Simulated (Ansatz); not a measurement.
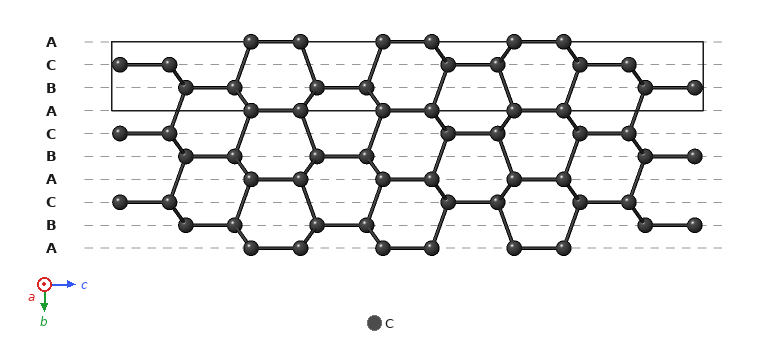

The picture looks along a close-packed row of the hexagonal mesh; c points to the right. The dashed lines mark the three columns A (0, 0), B (1/3, 2/3) and C (2/3, 1/3). The sequence starts with the first layer at or above the cell's origin.

System C (space group R-3m, No. 166); source of the atomic positions: the geometry relaxed with Ansatz 0.2.0, DFT PBE, scalar-relativistic, plane waves, PAW; the starting structure was generated, so it need not be a known form of this composition.

### Give the sequence of layers in one repeat, with element and column.

C(C) – C(C) – C(B) – C(B) – C(A) – C(A) – C(B) – C(B) – C(A) – C(A) – C(C) – C(C) – C(A) – C(A) – C(C) – C(C) – C(B) – C(B) (18 layers in 18.73 Å).
